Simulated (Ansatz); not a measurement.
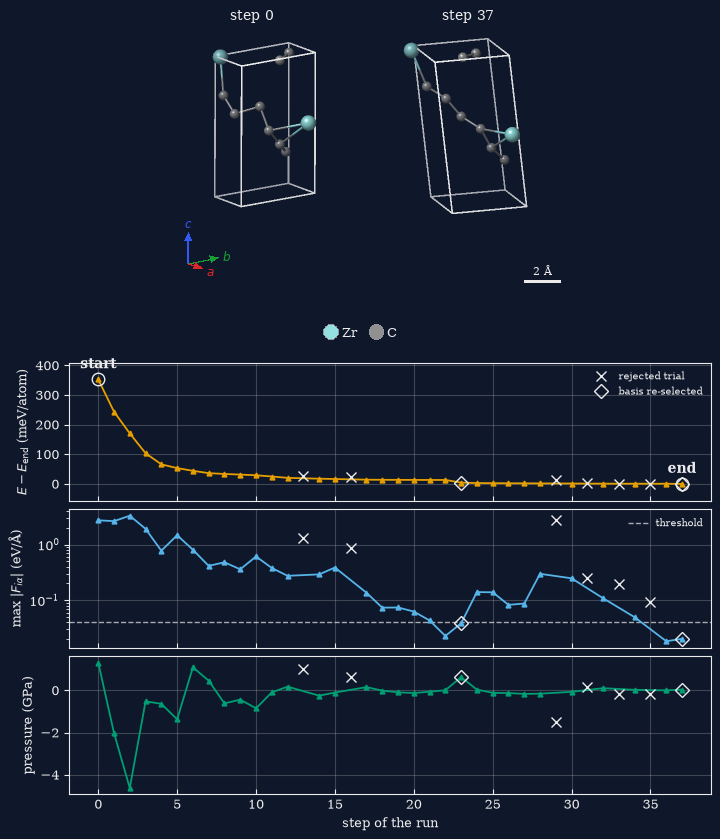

First and last geometry of a relaxation of crystalline ZrC$_{4}$ (a generated structure, set up in P1) (coarse preliminary run), with the history of the run. Style: ball-and-stick. Shown: the cell of the calculation, slightly off an axis.

Method: DFT PBE, scalar-relativistic, plane waves, PAW (Ansatz).

Input
```yaml
crystal:
  lattice:
    - [4.0457671897, 0.0, 0.0]
    - [0.8912588061, 4.1489854817, 0.0]
    - [0.0546107521, 1.283422243, 7.8868536981]
  atoms:
    - { symbol: Zr, position: [0.9747560902, 0.9194264587, 0.5045571531] }
    - { symbol: Zr, position: [0.01803499, 0.0651818114, 0.9889413396] }
    - { symbol: C, position: [0.2340139353, 0.0310668916, 0.7340428228] }
    - { symbol: C, position: [0.2502424058, 0.8744482616, 0.2539306305] }
    - { symbol: C, position: [0.8055626437, 0.5886108091, 0.9707680003] }
    - { symbol: C, position: [0.6830466449, 0.4874092541, 0.4714618835] }
    - { symbol: C, position: [0.5409886743, 0.8099335881, 0.9848241518] }
    - { symbol: C, position: [0.4492150006, 0.1049850556, 0.6107057719] }
    - { symbol: C, position: [0.5276665105, 0.4221880088, 0.6385069529] }
    - { symbol: C, position: [0.5164731047, 0.6967498612, 0.3422612938] }
basis:
  ecutwfc: 420
kpoints:
  mp_grid: { grid: [4, 4, 2] }
hamiltonian:
  xc: pbe
scf:
  occupations: { method: gaussian, width: 0.1 }
  lower_state_search: "off"
output:
  forces: true
  stress: true
  eigenvalues: true
relax:
  adjacent_minimum: "off"
  f_tol: 0.04
  max_steps: 70
  cell: { stress_tol: 0.4 }
```

Run as
```bash
ansatz run input.yaml --threads 1 --pin off --max-ram 2560MiB --backend cpu --events-out ev --progress --plain --runs-dir out
```

Read the history and describe the run.

It converged. C8 moves most relative to the cell: 1.00 Å along [−2 3 1]. By element the largest moves are C 1.00 Å, Zr 0.66 Å. The drawn cell changes as follows: a 4.046 → 3.934 Å (−2.8 %), b 4.244 → 4.308 Å (+1.5 %), c 7.991 → 8.595 Å (+7.6 %), α 80.9° → 92.6°, β 89.6° → 100.2°, γ 77.9° → 86.5°; the volume changes by +8.0 %. Some distances before and after: Zr1–C8 2.312 → 3.751 Å, Zr1–C6 2.425 → 3.475 Å, Zr1–C9 3.669 → 2.632 Å, Zr1–C9 (another image) 2.837 → 3.574 Å. Bonds break, among them: Zr1–C6 (2.42 → 3.48 Å), Zr1–C8 (2.31 → 3.75 Å). Bond angles that change, for instance: Zr1–C6–C9 103.2° → 157.3°, Zr1–C8–C9 137.2° → 86.6°, C3–C8–C9 105.7° → 156.2°. The space group stays P1 (No. 1). Over 29 accepted moves (37 points after the start) the energy falls by 353 meV per atom. The largest force component goes from 2.7 to 0.02 eV/Å. The pressure goes from 1.32 to 0.04 GPa. The line search rejected the trial steps at points 13, 16, 29, 31, 33, 35 of the run. The SCF was repeated twice at an unchanged geometry on a basis and grid sized afresh for the cell, which shifted the energy by 8.9 meV per atom at most.

```json
{"step": "0", "E − E(0), meV/atom": "0.00", "largest force component, eV/Å": "2.7240", "pressure, GPa": "1.32", "volume, Å³/atom": "13.239", "note": ""}
{"step": "1", "E − E(0), meV/atom": "-109.25", "largest force component, eV/Å": "2.6332", "pressure, GPa": "-2.02", "volume, Å³/atom": "13.814", "note": ""}
{"step": "2", "E − E(0), meV/atom": "-182.45", "largest force component, eV/Å": "3.2958", "pressure, GPa": "-4.63", "volume, Å³/atom": "14.054", "note": ""}
{"step": "3", "E − E(0), meV/atom": "-249.35", "largest force component, eV/Å": "1.9154", "pressure, GPa": "-0.52", "volume, Å³/atom": "13.789", "note": ""}
{"step": "4", "E − E(0), meV/atom": "-286.95", "largest force component, eV/Å": "0.7743", "pressure, GPa": "-0.64", "volume, Å³/atom": "14.154", "note": ""}
{"step": "5", "E − E(0), meV/atom": "-299.59", "largest force component, eV/Å": "1.4710", "pressure, GPa": "-1.37", "volume, Å³/atom": "14.185", "note": ""}
{"step": "6", "E − E(0), meV/atom": "-308.74", "largest force component, eV/Å": "0.8064", "pressure, GPa": "1.09", "volume, Å³/atom": "14.057", "note": ""}
{"step": "7", "E − E(0), meV/atom": "-316.67", "largest force component, eV/Å": "0.4139", "pressure, GPa": "0.46", "volume, Å³/atom": "13.929", "note": ""}
{"step": "8", "E − E(0), meV/atom": "-319.34", "largest force component, eV/Å": "0.4806", "pressure, GPa": "-0.62", "volume, Å³/atom": "13.982", "note": ""}
{"step": "9", "E − E(0), meV/atom": "-321.54", "largest force component, eV/Å": "0.3591", "pressure, GPa": "-0.44", "volume, Å³/atom": "13.980", "note": ""}
{"step": "10", "E − E(0), meV/atom": "-323.76", "largest force component, eV/Å": "0.6106", "pressure, GPa": "-0.85", "volume, Å³/atom": "14.013", "note": ""}
{"step": "11", "E − E(0), meV/atom": "-328.00", "largest force component, eV/Å": "0.3795", "pressure, GPa": "-0.10", "volume, Å³/atom": "14.048", "note": ""}
{"step": "13", "E − E(0), meV/atom": "-324.73", "largest force component, eV/Å": "1.3060", "pressure, GPa": "1.01", "volume, Å³/atom": "14.234", "note": "rejected"}
{"step": "14", "E − E(0), meV/atom": "-335.38", "largest force component, eV/Å": "0.2912", "pressure, GPa": "-0.25", "volume, Å³/atom": "14.248", "note": ""}
{"step": "16", "E − E(0), meV/atom": "-330.27", "largest force component, eV/Å": "0.8551", "pressure, GPa": "0.64", "volume, Å³/atom": "14.202", "note": "rejected"}
{"step": "17", "E − E(0), meV/atom": "-338.74", "largest force component, eV/Å": "0.1365", "pressure, GPa": "0.15", "volume, Å³/atom": "14.233", "note": ""}
{"step": "19", "E − E(0), meV/atom": "-339.31", "largest force component, eV/Å": "0.0741", "pressure, GPa": "-0.09", "volume, Å³/atom": "14.225", "note": ""}
{"step": "20", "E − E(0), meV/atom": "-339.49", "largest force component, eV/Å": "0.0626", "pressure, GPa": "-0.12", "volume, Å³/atom": "14.190", "note": ""}
{"step": "21", "E − E(0), meV/atom": "-339.61", "largest force component, eV/Å": "0.0434", "pressure, GPa": "-0.06", "volume, Å³/atom": "14.169", "note": ""}
{"step": "23", "E − E(0), meV/atom": "-348.56", "largest force component, eV/Å": "0.0387", "pressure, GPa": "0.63", "volume, Å³/atom": "14.164", "note": "same geometry, new basis"}
{"step": "24", "E − E(0), meV/atom": "-350.00", "largest force component, eV/Å": "0.1400", "pressure, GPa": "0.04", "volume, Å³/atom": "14.187", "note": ""}
{"step": "26", "E − E(0), meV/atom": "-350.75", "largest force component, eV/Å": "0.0826", "pressure, GPa": "-0.13", "volume, Å³/atom": "14.181", "note": ""}
{"step": "27", "E − E(0), meV/atom": "-350.94", "largest force component, eV/Å": "0.0872", "pressure, GPa": "-0.17", "volume, Å³/atom": "14.193", "note": ""}
{"step": "28", "E − E(0), meV/atom": "-351.24", "largest force component, eV/Å": "0.2982", "pressure, GPa": "-0.16", "volume, Å³/atom": "14.214", "note": ""}
{"step": "30", "E − E(0), meV/atom": "-351.57", "largest force component, eV/Å": "0.2474", "pressure, GPa": "-0.07", "volume, Å³/atom": "14.239", "note": ""}
{"step": "31", "E − E(0), meV/atom": "-350.73", "largest force component, eV/Å": "0.2480", "pressure, GPa": "0.16", "volume, Å³/atom": "14.363", "note": "rejected"}
{"step": "33", "E − E(0), meV/atom": "-351.78", "largest force component, eV/Å": "0.1951", "pressure, GPa": "-0.15", "volume, Å³/atom": "14.326", "note": "rejected"}
{"step": "34", "E − E(0), meV/atom": "-352.25", "largest force component, eV/Å": "0.0494", "pressure, GPa": "0.03", "volume, Å³/atom": "14.296", "note": ""}
{"step": "36", "E − E(0), meV/atom": "-352.32", "largest force component, eV/Å": "0.0184", "pressure, GPa": "0.00", "volume, Å³/atom": "14.300", "note": ""}
{"step": "37", "E − E(0), meV/atom": "-353.07", "largest force component, eV/Å": "0.0203", "pressure, GPa": "0.04", "volume, Å³/atom": "14.300", "note": "same geometry, new basis"}
```
